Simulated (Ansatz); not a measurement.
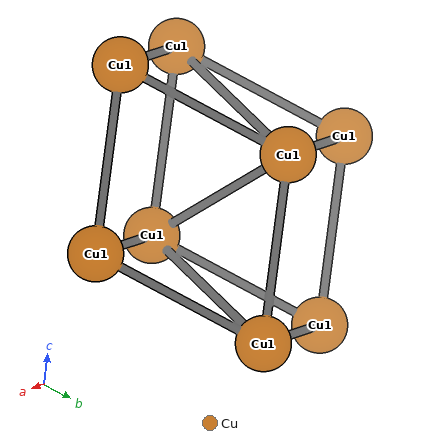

The system is Cu (I4/mmm, No. 139; 1 atom in the cell); the picture shows the reference structure. The energy is mapped over volume and the cell's shape. Coordinates scanned: (1) volume per atom; (2) c/a of the conventional cell. Nothing is relaxed (symmetry fixes all fractional coordinates). The scan uses a 7 × 7 grid. Points are written as (first, second). Energies: meV/atom, counted from the lowest grid point. Level of theory: DFT PBE, scalar-relativistic, plane waves, PAW (Ansatz). Settings: cutoff 520 eV, k-mesh 24×24×24, gaussian smearing 0.15 eV, no spin polarisation.

Its coordinates:

```
CELL_PARAMETERS angstrom
-1.47326 1.47326 1.38198
1.47326 -1.47326 1.38198
1.47326 1.47326 -1.38198
ATOMIC_POSITIONS crystal
Cu 0.00000 0.00000 0.00000
```

The input of one point:

```yaml
crystal:
  lattice:
    - [-1.4152000519, 1.4152000519, 1.4977062149]
    - [1.4152000519, -1.4152000519, 1.4977062149]
    - [1.4152000519, 1.4152000519, -1.4977062149]
  atoms:
    - { symbol: Cu, position: [0.0, 0.0, 0.0] }
basis:
  ecutwfc: 520.0
kpoints:
  mp_grid: { grid: [24, 24, 24] }
hamiltonian:
  xc: pbe
  pseudopotentials: { kind: paw, azcp: { folder: soft_1 } }
scf:
  occupations: { method: gaussian, width: 0.15 }
output:
  forces: true
  stress: true
  eigenvalues: true
```

Range: volume per atom from 10.08 to 13.92 Å³; c/a of the conventional cell from 0.832 to 1.058.

### What landscape does the calculation give?

The lowest grid point is at (12.00 Å³, 1.058). It lies at the edge of the scanned range, so the true minimum may lie outside. There is a further well near (12.00 Å³, 0.938) (0.8 meV/atom above the lowest at that grid point). The highest grid point, (10.08 Å³, 0.832), lies 221 meV/atom above the lowest.

```csv
"c/a of the conventional cell ↓, volume per atom →",10.08,10.72,11.36,12.00,12.64,13.28,13.92
1.058,189,74,16,0,13,48,98
1.017,189,75,17,1,15,50,100
0.977,189,75,18,1,15,50,100
0.938,190,75,18,1,14,49,99
0.901,194,78,19,2,14,48,98
0.866,202,84,24,5,16,49,98
0.832,221,99,36,14,23,54,101
```

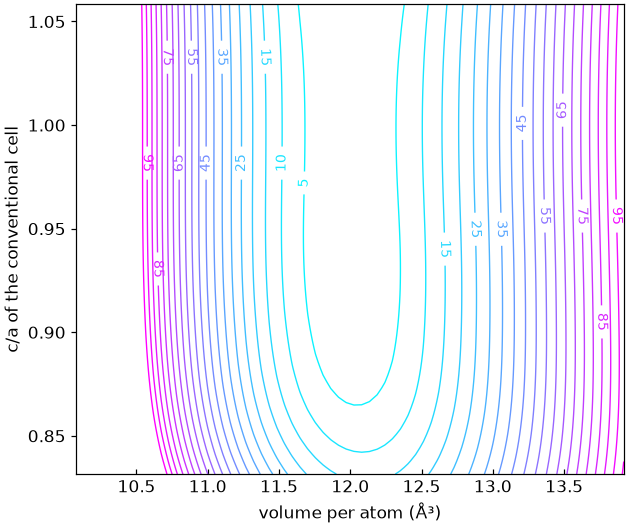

In the figure: contour lines labelled in meV/atom (none above 100). Between grid points the surface is interpolated.

The whole map (49 points run) took 13 min on 1 thread of Arm Neoverse V1 (shared host).
